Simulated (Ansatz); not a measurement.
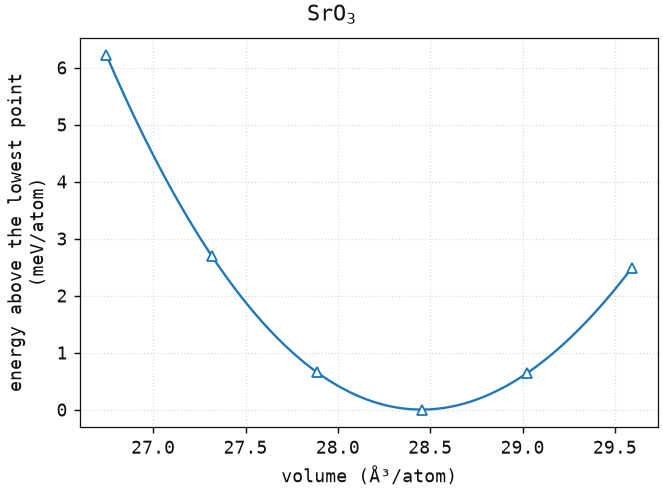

The figure shows the energy above the lowest point against volume for SrO₃, space group Pm-3m (No. 221) (one of a set of cubic test structures, which need not be the stable phase).

How it was computed, with Ansatz 0.2.0 development build: equation of state of a cubic crystal from periodic Kohn-Sham density functional theory without spin, third-order Birch-Murnaghan fit to the free energies; pressure corrected for the finite basis. Level: PBE.

structure type ReO3; atoms in cell 4; space group number 221; lattice centring simple cubic; k mesh 23×23×23; occupation method Fermi–Dirac; occupation width 0.06123 eV; wave cutoff 420 eV; datasets soft-1 PAW; density tolerance 1.1e−07 eV; bands 18; density cutoff ratio 4; search for lower states default.

From this curve and the settings, what does the calculation give for the pressure at the same points?

The pressure falls from 1.206 GPa at volume 26.75 Å³/atom to −0.690 GPa at 29.59 Å³/atom, and changes sign near 28.45 Å³/atom.

| volume (Å³/atom) | pressure (GPa) |
| --- | --- |
| 26.75 | 1.206 |
| 27.32 | 0.780 |
| 27.89 | 0.380 |
| 28.45 | 0.000 |
| 29.02 | −0.350 |
| 29.59 | −0.690 |

Caveats: cubic model structure, not the ambient form; no spin polarisation, a magnetic state may lie lower.
